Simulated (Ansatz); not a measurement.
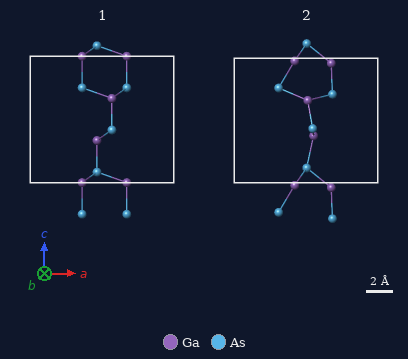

Two geometries of a wire of composition GaAs, drawn at one scale. One is the start of a relaxation, the other its converged end. A ball-and-stick model of the cell of the calculation, with the vacuum cut short, seen along the b axis.

Theory: Ansatz 0.2.0, DFT PBE, scalar-relativistic, plane waves, PAW. Settings: plane-wave cutoff 420 eV; k-point mesh 1 × 1 × 6; occupations gaussian; smearing width 0.05 eV; collinear spin; cell relaxed at fixed a, b, alpha, beta, gamma; force threshold 0.02 eV/Å; at most 45 steps.

> Which geometry has the lower energy?

Structure 2 is the relaxed one. Case: wire along [1 1 1], 12 atoms a period. Over 19 accepted moves (21 points after the start) the energy falls by 3.920 eV per cell of the calculation. The largest force component goes from 1 to 0.018 eV/Å. The line search rejected the trial step at point 17 of the run. The SCF was repeated once at an unchanged geometry on a basis and grid sized afresh for the cell, which shifted the energy by 0.8 meV per cell of the calculation at most. A Ga atom moves most relative to the centre of the atoms: 1.08 Å. By element the largest moves are Ga 1.08 Å, As 1.03 Å. Along the periodic axis the drawn cell goes c 9.951 → 9.792 Å (−1.6 %). Among the contacts that change: As–As 4.063 → 2.386 Å, As–Ga 2.488 → 2.385 Å, As–Ga 2.488 → 2.588 Å, As–Ga 2.488 → 2.444 Å. New bonds form, among them: As–As (4.06 → 2.39 Å). Among the angles between lasting bonds that change: As–Ga–As 109.5° → 152.0°, Ga–As–Ga 109.5° → 72.6°, Ga–As–Ga 109.5° → 81.0°. The program noted that the starting moments weren't kept. The run took 7.9 min on 4 threads of AMD EPYC 9R45 96-Core Processor (Zen 5) (shared host), peak memory 4.1 GiB.
